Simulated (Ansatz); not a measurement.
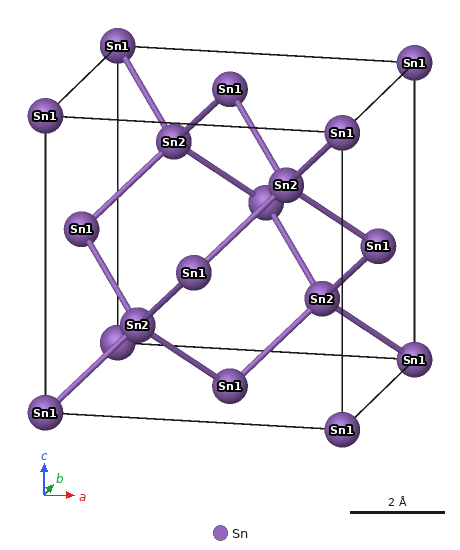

Reference structure: solid Sn (set up in Fd-3m). A ball-and-stick model of the conventional cell (4 times the calculation's cell), seen slightly off an axis. Lengths and directions refer to the drawn axes.

All numbers below come from DFT PBEsol, scalar-relativistic, plane waves, PAW (Ansatz). Set-up: plane-wave cutoff 420 eV; occupations gaussian; smearing width 0.1 eV; no spin polarisation. The k-mesh is chosen for each cell (12×12×12, 14×14×14).

Change: Every tin atom is replaced by zinc, which gives Zn. Cell and atoms are relaxed again (to zero pressure within 0.1 GPa, forces under 0.01 eV/Å).

### What is the effect?

The volume per atom goes from 34.98 to 22.67 Å³. The drawn cell changes as follows: a = b = c 6.541 → 5.660 Å (−13.5 %); the volume changes by −35.2 %. The space group stays Fd-3m (No. 227).

Drawn alike, the variant:

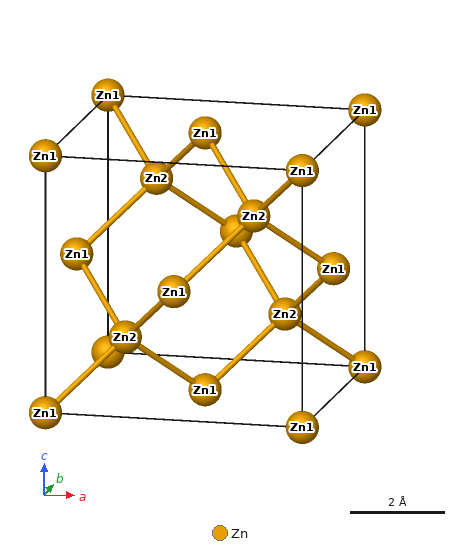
